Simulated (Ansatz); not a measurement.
## What a change does: single-point calculation on HfN

System: HfN (F-43m, 2 atoms in the cell).
Method of run A: Kohn-Sham DFT of a periodic cell, HSE06 form with a typed share of exact exchange, Ansatz PAW, no spin polarisation (Ansatz 0.2.0).

The structure derives from a Materials Project entry. Text and figures count atoms from 1; the logs count them from 0 in places.

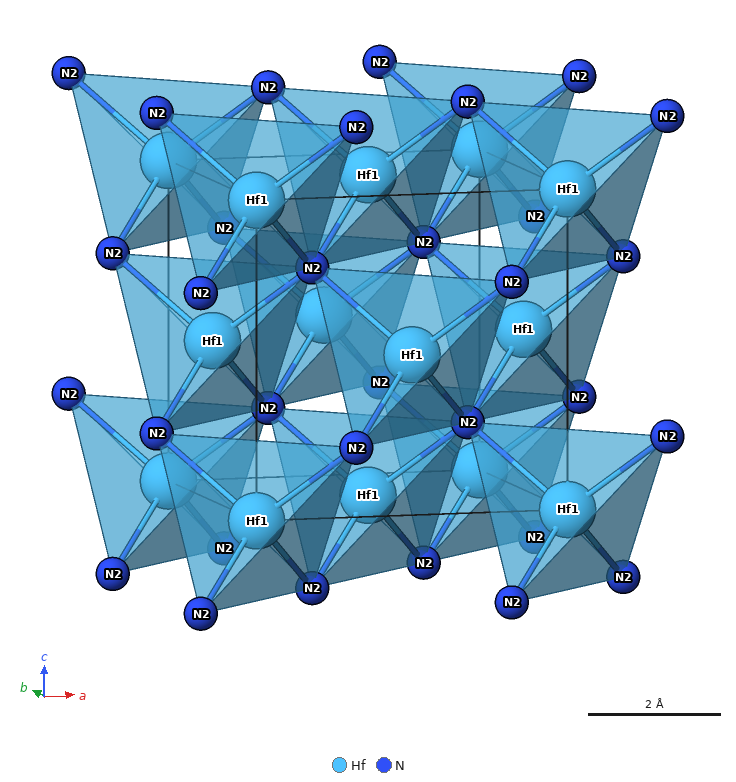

**Figure 1.** The input geometry (polyhedral view of the cell 4 times as large as that of the calculation, set on its symmetry axes, seen slightly off an axis; polyhedra are completed across the faces of the cell; atoms are numbered from 1 in the order of the input).

**The input, run A**
```yaml
crystal:
  lattice:
    - [0.0, 2.454822, 2.454822]
    - [2.454822, 0.0, 2.454822]
    - [2.454822, 2.454822, 0.0]
  atoms:
    - { symbol: Hf, position: [0.0, 0.0, 0.0] }
    - { symbol: "N", position: [0.25, 0.25, 0.25] }
hamiltonian:
  xc: { exchange: pbe, correlation: pbe, exx: { coeff: 0.5, omega: 0.2 } }
  pseudopotentials: { kind: paw }
kpoints:
  mp_grid: { grid: [5, 5, 5] }
scf:
  occupations: { method: fermi_dirac, width: 0.05 }
output:
  forces: true
  stress: true
  eigenvalues: true
```

Launched with:
```bash
ansatz run input.yaml --threads 2 --pin off --max-ram 5632MiB --backend cpu --events-out ev --progress --plain --runs-dir out
```

Hardware: 2 threads of Arm Neoverse V2, 24 GiB of memory available, shared host.

**Output, shortened to warnings, some set-up lines, iterations and results (run A)**
```
Warning: output.stress: scf.convergence.dr2_threshold = 1e-7 eV (the SCF's general default) is looser than the 2e-10 eV advised for a printed stress (1e-10 eV for each atom of the cell: 2). What an SCF threshold leaves in a stress goes as its square root, and in the free energy as the threshold itself, and one threshold admits the most on a small cell: of the crystals measured, under no hybrid …
Warning: output.stress: scf.exx.energy_threshold = 1e-6 eV is looser than the 2e-8 eV advised for a stress under a hybrid functional (1e-8 eV for each atom of the cell: 2). Every SCF of the exchange loop can meet its threshold on dr2 while the loop round them stops early: no threshold on dr2 bounds what that leaves in the stress. Set scf.exx.energy_threshold to 2e-8 eV or tighter. The threshold …
Basis set: ecut = 420 eV, 561 PW (Γ), exchange–correlation on 48×48×48 points (8 copies of the dense FFT grid, shifted against one another)
Symmetry: 24 space group operations
k-points: 10 of 125 (time reversal used)
Initial density: superposition of atomic densities (neutral atoms: chi_scale 0, normalization atom), corrected by the library's trained network
[...]
SCF iter   1: F=—  HF=-16108.141142 eV  |F-HF|=—  |Δ(HF+E_count)|=         —  Δρ=7.88e-3  dr2=1.72e-2  ethr=1.77e-3  ⟨swp⟩=5.6  Hψ=773  notcnv=0
SCF iter   2: F=—  HF=-16108.138498 eV  |F-HF|=—  |Δ(HF+E_count)|=   2.64e-3  Δρ=2.53e-3  dr2=1.28e-3  ethr=4.16e-6  ⟨swp⟩=3.0  Hψ=879  notcnv=0
SCF iter   3: F=—  HF=-16108.138662 eV  |F-HF|=—  |Δ(HF+E_count)|=   1.65e-4  Δρ=9.23e-4  dr2=1.57e-4  ethr=4.11e-6  ⟨swp⟩=3.0  Hψ=452  notcnv=0
SCF iter   4: F=—  HF=-16108.138687 eV  |F-HF|=—  |Δ(HF+E_count)|=   2.51e-5  Δρ=3.88e-4  dr2=2.02e-5  ethr=5.06e-7  ⟨swp⟩=3.7  Hψ=513  notcnv=0
SCF iter   5: F=—  HF=-16108.138708 eV  |F-HF|=—  |Δ(HF+E_count)|=   2.09e-5  Δρ=3.65e-5  dr2=2.39e-7  ethr=6.50e-8  ⟨swp⟩=3.0  Hψ=400  notcnv=0
[... 27 lines ...]
SCF iter   3: F=—  HF=-16108.790977 eV  |F-HF|=—  |Δ(HF+E_count)|=   8.82e-8  Δρ=1.05e-5  dr2=5.37e-8  ethr=2.70e-10  ⟨swp⟩=3.1  Hψ=414  notcnv=0  defer=1
SCF iter   4: F=—  HF=-16108.790977 eV  |F-HF|=—  |Δ(HF+E_count)|=   2.43e-8  Δρ=7.69e-6  dr2=3.06e-8  ethr=8.11e-11  ⟨swp⟩=3.1  Hψ=386  notcnv=0  defer=1
SCF iter   5: F=—  HF=-16108.790977 eV  |F-HF|=—  |Δ(HF+E_count)|=   2.90e-8  Δρ=5.52e-6  dr2=1.12e-8  ethr=5.64e-11  ⟨swp⟩=4.0  Hψ=499  notcnv=0  defer=1
SCF iter   6: F=-16108.790977 eV  HF=-16108.790977 eV  |F-HF|=2.22e-9  |Δ(HF+E_count)|=   1.32e-8  Δρ=2.63e-6  dr2=2.78e-9  ethr=2.20e-11  ⟨swp⟩=3.3  Hψ=483  notcnv=0  defer=1
SCF 5 converged in 6 iterations: F = -16108.790977 eV  dr2 = 2.78e-9
  Residual-converged pass: ⟨swp⟩=2.5  Hψ=360  notcnv=0  max |occ|·‖R‖ = 2.0e-6 eV (tolerance 2.0e-6 eV)  dr2=2.79e-9  dr2_onsite=6.91e-10  max |Δocc| = 3.0e-12
hybrid outer 4: dexx = +1.048e-6 eV, tail = 1.07e-7 eV, Δε = 1.03e-3 eV (about 3.29e-4 eV left of the loop's levels)
hybrid SCF converged: 4 outer / 24 inner (+8 warm-up), last move |dexx| = 1.05e-6 eV, tail = 1.07e-7 eV
Stability not checked: this state was not tested for a lower state beside it, because the functional holds exact exchange (a hybrid, or Hartree-Fock), whose exchange loop this test does not read (fock_operator; see scf.lower_state_search)
Free energy (F): -16108.790977 eV
Frozen-core exchange: fock
Harris-Foulkes:  -16108.790977 eV  (|F-HF|=2.22e-9)
Internal energy: -16108.767182 eV  (E = F + TS)
E sigma→0 (E₀):  -16108.779080 eV
Entropy (-TS):   -0.023795 eV (-11.898 meV/atom)
Fermi energy:    18.194932 eV
--- Per-component energies (eV) ---
  E_band       = -157.063741
  E_kinetic    = 546.629076
  E_local      = -5629.530273  (includes V_loc(G=0)·N_el)
  E_nonlocal   = -1229.614657
  E_hartree    = 2607.904674
  E_xc         = -208.948319
  E_vxc        = -198.016046  (∫ρ·V_xc dr)
  E_exx        = -258.589848  (= α·E_x^exact, valence–valence)
  E_paw        = -6919.797844  (= ΣΔE_a)
  E_vpaw       = 1654.840574  (= ΣTr[D̂ρ^β])
  E_aug_tail   = 0.000093  (compensation charges beyond the density's cutoff)
  E_ewald      = -5018.965392
  E_core_change = 2.145308  (= ΣΔE_core)
  E_smearing   = -0.023795  (= −TS)
  E_closure    = 0.000001  (closes the sum)
  Σ components = -16108.790977   (vs F -16108.790977, Δ=0.00e0)
--- Forces (eV/Å), atoms counted from 1 ---
  atom   1  Hf    -0.00000000     0.00000000    -0.00000000
  atom   2  N     -0.00000000     0.00000000    -0.00000000
  max |Σ_I F_I| component: 5.18e-16 eV/Å
--- Stress (GPa, compression-positive) ---
       -3.527034       0.000000      -0.000000
        0.000000      -3.527034       0.000000
       -0.000000       0.000000      -3.527034
  P = ⅓ Tr σ = -3.5270 GPa (-35.270 kbar)
```

For run B the input was changed thus:
```diff
-  xc: { exchange: pbe, correlation: pbe, exx: { coeff: 0.5, omega: 0.2 } }
+  xc: { exchange: pbe, correlation: pbe, exx: { coeff: 0.4, omega: 0.2 } }
```

What does this change do to the results?

The total energies belong to different methods, so their difference says nothing on which is more stable or more accurate. The pressure goes from −3.53 to −2.87 GPa. The SCF takes 23 iterations against 32.

**Output, shortened to warnings, some set-up lines, iterations and results (run B)**
```
Warning: output.stress: scf.convergence.dr2_threshold = 1e-7 eV (the SCF's general default) is looser than the 2e-10 eV advised for a printed stress (1e-10 eV for each atom of the cell: 2). What an SCF threshold leaves in a stress goes as its square root, and in the free energy as the threshold itself, and one threshold admits the most on a small cell: of the crystals measured, under no hybrid …
Warning: output.stress: scf.exx.energy_threshold = 1e-6 eV is looser than the 2e-8 eV advised for a stress under a hybrid functional (1e-8 eV for each atom of the cell: 2). Every SCF of the exchange loop can meet its threshold on dr2 while the loop round them stops early: no threshold on dr2 bounds what that leaves in the stress. Set scf.exx.energy_threshold to 2e-8 eV or tighter. The threshold …
Basis set: ecut = 420 eV, 561 PW (Γ), exchange–correlation on 48×48×48 points (8 copies of the dense FFT grid, shifted against one another)
Symmetry: 24 space group operations
k-points: 10 of 125 (time reversal used)
Initial density: superposition of atomic densities (neutral atoms: chi_scale 0, normalization atom), corrected by the library's trained network
[...]
SCF iter   1: F=—  HF=-16108.139323 eV  |F-HF|=—  |Δ(HF+E_count)|=         —  Δρ=7.71e-3  dr2=1.65e-2  ethr=1.77e-3  ⟨swp⟩=5.6  Hψ=767  notcnv=0
SCF iter   2: F=—  HF=-16108.137099 eV  |F-HF|=—  |Δ(HF+E_count)|=   2.22e-3  Δρ=2.51e-3  dr2=1.27e-3  ethr=4.15e-6  ⟨swp⟩=3.0  Hψ=848  notcnv=0
SCF iter   3: F=—  HF=-16108.137294 eV  |F-HF|=—  |Δ(HF+E_count)|=   1.94e-4  Δρ=8.23e-4  dr2=1.20e-4  ethr=4.08e-6  ⟨swp⟩=3.0  Hψ=444  notcnv=0
SCF iter   4: F=—  HF=-16108.137325 eV  |F-HF|=—  |Δ(HF+E_count)|=   3.12e-5  Δρ=3.45e-4  dr2=1.58e-5  ethr=3.87e-7  ⟨swp⟩=3.8  Hψ=518  notcnv=0
SCF iter   5: F=—  HF=-16108.137341 eV  |F-HF|=—  |Δ(HF+E_count)|=   1.61e-5  Δρ=3.98e-5  dr2=2.79e-7  ethr=5.08e-8  ⟨swp⟩=3.0  Hψ=469  notcnv=0
[... 17 lines ...]
SCF iter   2: F=—  HF=-16108.577516 eV  |F-HF|=—  |Δ(HF+E_count)|=   2.55e-7  Δρ=1.94e-5  dr2=1.40e-7  ethr=2.19e-10  ⟨swp⟩=4.1  Hψ=585  notcnv=0
SCF iter   3: F=—  HF=-16108.577517 eV  |F-HF|=—  |Δ(HF+E_count)|=   8.97e-8  Δρ=1.34e-5  dr2=7.28e-8  ethr=2.19e-10  ⟨swp⟩=2.8  Hψ=370  notcnv=0  defer=1
SCF iter   4: F=—  HF=-16108.577517 eV  |F-HF|=—  |Δ(HF+E_count)|=   5.86e-8  Δρ=8.60e-6  dr2=2.44e-8  ethr=1.67e-10  ⟨swp⟩=4.0  Hψ=431  notcnv=0
SCF iter   5: F=-16108.577517 eV  HF=-16108.577517 eV  |F-HF|=7.38e-9  |Δ(HF+E_count)|=   7.01e-9  Δρ=4.48e-6  dr2=7.66e-9  ethr=7.28e-11  ⟨swp⟩=3.2  Hψ=413  notcnv=0  defer=1
SCF 4 converged in 5 iterations: F = -16108.577517 eV  dr2 = 7.66e-9
  Residual-converged pass: ⟨swp⟩=3.0  Hψ=448  notcnv=0  max |occ|·‖R‖ = 2.3e-6 eV (tolerance 2.4e-6 eV)  dr2=7.67e-9  dr2_onsite=1.13e-9  max |Δocc| = 2.0e-11
hybrid outer 3: dexx = +1.088e-6 eV, tail = 5.95e-8 eV, Δε = 2.03e-3 eV (about 4.57e-4 eV left of the loop's levels)
hybrid SCF converged: 3 outer / 16 inner (+7 warm-up), last move |dexx| = 1.09e-6 eV, tail = 5.95e-8 eV
Stability not checked: this state was not tested for a lower state beside it, because the functional holds exact exchange (a hybrid, or Hartree-Fock), whose exchange loop this test does not read (fock_operator; see scf.lower_state_search)
Free energy (F): -16108.577517 eV
Frozen-core exchange: fock
Harris-Foulkes:  -16108.577517 eV  (|F-HF|=7.38e-9)
Internal energy: -16108.552944 eV  (E = F + TS)
E sigma→0 (E₀):  -16108.565230 eV
Entropy (-TS):   -0.024573 eV (-12.286 meV/atom)
Fermi energy:    18.163225 eV
--- Per-component energies (eV) ---
  E_band       = -124.390878
  E_kinetic    = 547.767259
  E_local      = -5632.912323  (includes V_loc(G=0)·N_el)
  E_nonlocal   = -1223.361703
  E_hartree    = 2609.758072
  E_xc         = -239.017131
  E_vxc        = -226.745234  (∫ρ·V_xc dr)
  E_exx        = -206.607517  (= α·E_x^exact, valence–valence)
  E_paw        = -6946.967754  (= ΣΔE_a)
  E_vpaw       = 1604.562739  (= ΣTr[D̂ρ^β])
  E_aug_tail   = 0.000093  (compensation charges beyond the density's cutoff)
  E_ewald      = -5018.965392
  E_core_change = 1.753446  (= ΣΔE_core)
  E_smearing   = -0.024573  (= −TS)
  E_closure    = 0.000006  (closes the sum)
  Σ components = -16108.577517   (vs F -16108.577517, Δ=0.00e0)
--- Forces (eV/Å), atoms counted from 1 ---
  atom   1  Hf    -0.00000000     0.00000000    -0.00000000
  atom   2  N     -0.00000000     0.00000000     0.00000000
  max |Σ_I F_I| component: 3.61e-16 eV/Å
--- Stress (GPa, compression-positive) ---
       -2.872232      -0.000000      -0.000000
        0.000000      -2.872232       0.000000
       -0.000000       0.000000      -2.872232
  P = ⅓ Tr σ = -2.8722 GPa (-28.722 kbar)
```

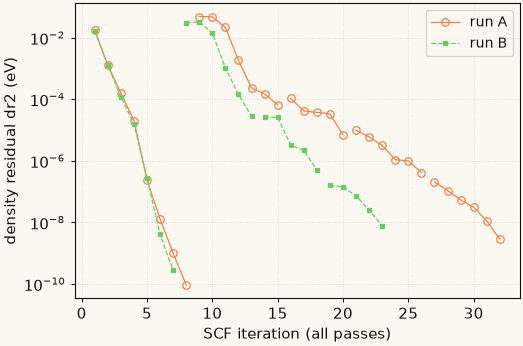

**Figure 2.** Convergence of the two runs: density residual dr2 against the SCF iteration. A break in a curve parts two SCF passes. Run A takes 32 iterations in all, and run B takes 23.

**The two runs side by side**

```tsv
quantity	run A	run B
outcome	converged	converged
free energy per atom (eV)	−8054.3955	−8054.2888
energy per atom, smearing taken to zero (eV)	−8054.3895	−8054.2826
gap on the mesh (eV)	0.00	0.00
pressure (GPa)	−3.53	−2.87
largest force (eV/Å)	0.000	0.000
SCF iterations	32	23
irreducible k-points	10	10
plane waves at Γ	561	561
wall time (shared host)	14 s	13 s
```

For both runs: Warnings: the exchange loop's threshold is looser than advised for the stress; the SCF threshold is looser than advised for the printed stress. Spin–orbit coupling is left out, which matters for Hf. The cell holds an odd number of electrons but the run has no spin polarisation, so it comes out as a metal.
